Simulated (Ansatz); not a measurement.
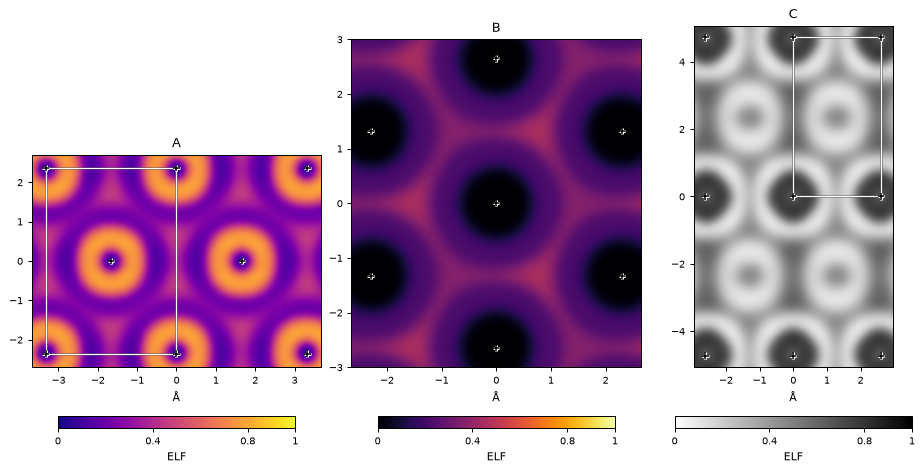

The electron localisation function of 3 systems, each on a plane through atoms (crosses mark nuclei in the plane).

All numbers below come from Kohn-Sham DFT of a periodic cell, PBEsol, Ansatz PAW (Ansatz 0.2.0).

System 1: Nb, the (11̄0) plane of the conventional cell. Space group Im-3m; computed pressure about −8 GPa in this cell.

```
CELL_PARAMETERS angstrom
3.32790 0.00000 0.00000
0.00000 3.32790 0.00000
0.00000 0.00000 3.32790
ATOMIC_POSITIONS crystal
Nb 0.00000 0.00000 0.00000
Nb 0.50000 0.50000 0.50000
```

System 2: Zn, the (001) plane of the conventional cell. Space group C2/m; a structure from a database of computed crystals, not necessarily the ambient phase; computed pressure about −4 GPa in this cell.

```
Zn
1.0
     4.59604    0.00000    0.00000
     0.00000    2.65141    0.00000
    -1.61266    0.00000    7.39648
Zn
6
Cartesian
  0.7384 1.3257 2.4741
  3.0364 0.0000 2.4741
  -0.0530 0.0000 4.9224
  2.2450 1.3257 4.9224
  0.0000 0.0000 0.0000
  2.2980 1.3257 0.0000
```

System 3: V, the (100) plane of the conventional cell. Space group P6₃/mmc; a structure from a database of computed crystals, not necessarily the ambient phase; computed pressure about −7 GPa in this cell; the program warned that a starting moment wasn't kept; spin-polarised, but the moments vanished.

> Match each panel to its system.

Panel A is system 1, Nb: the plane holds Nb. Nb–Nb (2.88 Å): the ELF is about 0.25 at the midpoint (no localised pair shows between them). Panel B is system 2, Zn: the plane holds Zn. Zn–Zn (2.65 Å): the ELF is about 0.35 at the midpoint. Panel C is system 3, V: the plane holds V. V–V (2.60 Å): the ELF is about 0.25 at the midpoint; no shared electron pair shows on this line.
